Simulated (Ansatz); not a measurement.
System: Nb.

Calculation (Ansatz 0.2.0): a formula put on the sites of a structure type, uncorrected energy per atom over the elements' standard states (H N O F Cl as gases), plane-wave PAW DFT, cell and atoms relaxed at 0 K and 0 GPa, spin start parallel or as listed, metals to 4 meV/atom. Level: r2SCAN, no spin polarisation.

```json
{"setting": "wave cutoff", "value": "500 eV"}
```

The names give the starting types; a cell can relax into another structure.

What does the calculation give for the energy above the element's standard state of each starting structure type? The cases: beta-tin type; diamond type; beta-tungsten (A15); grey arsenic (A7); hcp.

The lowest is beta-tungsten (A15), at 0.103 eV/atom; the next, grey arsenic (A7), is 0.173 eV/atom higher.

| starting structure type | energy above the element's standard state (eV/atom) | volume per atom (Å³) | final space group number |
| --- | --- | --- | --- |
| beta-tin type | 0.594 | 19.00 | 141 |
| diamond type | 2.673 | 25.04 | 227 |
| beta-tungsten (A15) | 0.103 | 18.50 | 223 |
| grey arsenic (A7) | 0.276 | 18.46 | 166 |
| hcp | 0.310 | 18.56 | 194 |

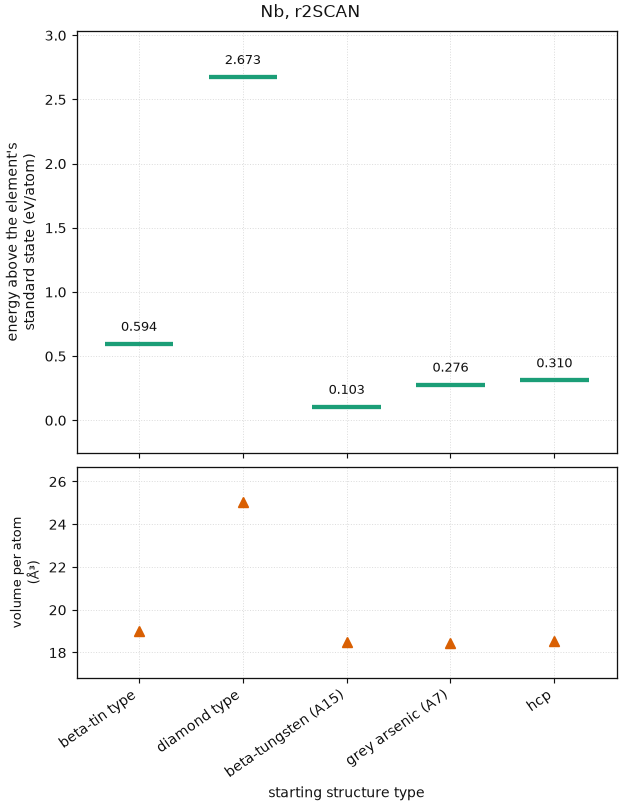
